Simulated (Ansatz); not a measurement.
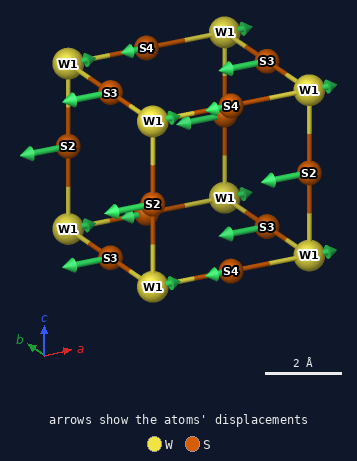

Normal modes of a crystal of WS3 (a generated structure), space group Pm-3m (No. 221), at the zone centre. The optical levels lie at 71 (×3), 117 (×3), 360 (×3) cm⁻¹. One mode is drawn. The green arrows are the displacements of the atoms (eigenvector over the root of the mass), of arbitrary overall length and sign. A ball-and-stick model of the cell of the calculation, seen from a free direction.

The calculation used DFT PBE, scalar-relativistic, plane waves, PAW in Ansatz 0.2.0. Settings: plane-wave cutoff 420 eV; k-point mesh 10 × 10 × 10; occupations fermi dirac; smearing width 0.15 eV; no spin polarisation.

The frequencies depend somewhat on the k-mesh and the smearing.

**Which of these frequencies is the drawn mode's?**

The level at 71 cm⁻¹. This is the T₁u mode (triply degenerate; one member of the set is drawn), the lowest optical level, infrared-active by symmetry. All motion is along a; the kinetic energy is shared as S 68 %, W 32 %. The crystal is a metal, so free carriers screen the infrared response.
